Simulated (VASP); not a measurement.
LiF

```
Li F
1.0
    -2.55953    0.00000    0.00000
     0.00000    0.00000   -2.55953
     0.00000   -2.45715    0.00000
Li F
1 1
Direct
  0.00000 0.00000 0.00000
  0.50000 0.50000 0.50000
```

Space group P4/mmm; a structure from a database of computed crystals, not necessarily the ambient phase; changed on purpose from its base cell (strain -0.0400 x Voigt [0, 1, 0, 0, 0, 0], atoms carried along); computed pressure about 3 GPa in this cell.

The calculation used VASP 6.6.1, Kohn-Sham DFT of a periodic cell, PBE, VASP PAW PBE potentials, recommended.

> What can the converged valence pseudo-density and electron localisation function tell about the bonding?

Li–F (2.19 Å): ρ is about 0.18 e/Å³ halfway; the ELF peaks at about 0.85 in the valence shell of F, 0.6 Å from its nucleus, and is about 0.35 at the midpoint: an ionic contact with no shared pair.

> Metal or insulator at this level of theory?

It is gapped, with a Kohn–Sham gap of 7.6 eV on the k-point mesh (the band edges may lie off the mesh, which would make the gap smaller).

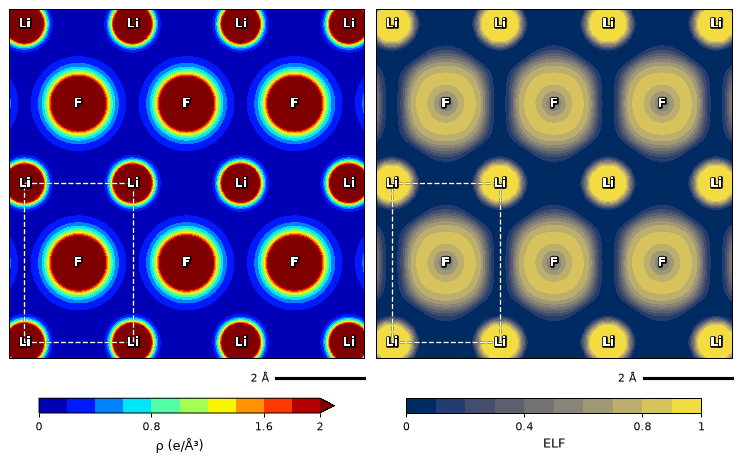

Computed valence pseudo-density and electron localisation function on the (110) plane of the conventional cell, in this order. 

In a PAW calculation such maps are meaningful between the atoms, not at the nuclei.
